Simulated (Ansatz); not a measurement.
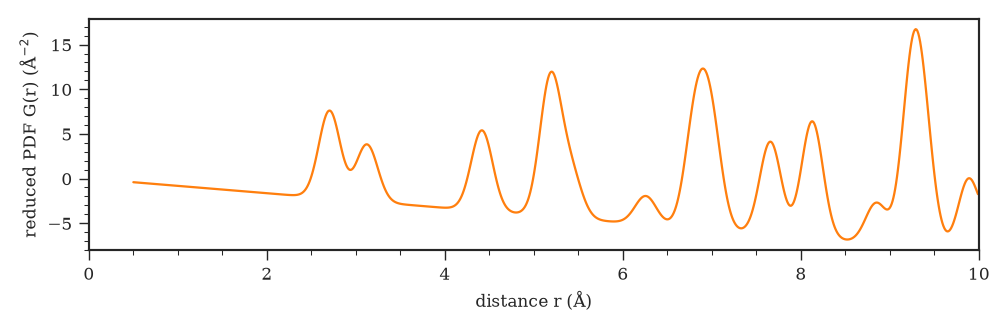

Simulated X-ray pair distribution function, G(r) = R(r)/r − 4πρ₀r, summed over the atomic distances of the structure with each pair weighted by the product of the atomic numbers (X-ray weights at Q = 0); every distance is a Gaussian of σ = 0.12 Å. No termination ripples are included.

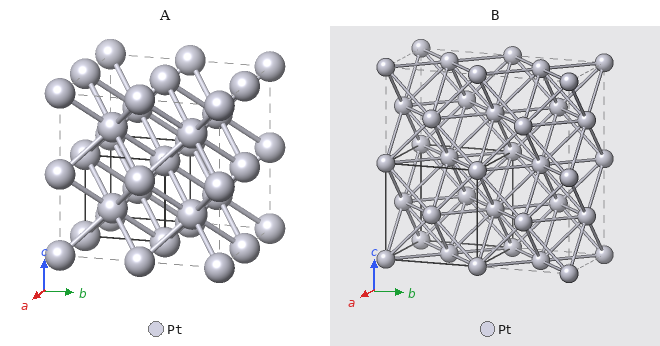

Candidate polymorphs:

A. Pt, a = 3.128 Å, b = 3.128 Å, c = 3.128 Å, α = 90.00°, β = 90.00°, γ = 90.00°, Im-3m

B. Pt, a = 3.920 Å, b = 3.920 Å, c = 3.920 Å, α = 90.00°, β = 90.00°, γ = 90.00°, Fm-3m

Origins: A, the input geometry of an electronic-structure calculation (not necessarily at equilibrium); the starting structure was generated, so it need not be a known form of this composition; B, the input geometry of an electronic-structure calculation (not necessarily at equilibrium).

Q: From which structure was the curve computed?

A: Candidate A, Pt, Im-3m (first clear peaks at 2.71 Å (Pt–Pt) and 3.12 Å (Pt–Pt)). B would give first clear peaks at 2.76 Å (Pt–Pt) and 3.92 Å (Pt–Pt).
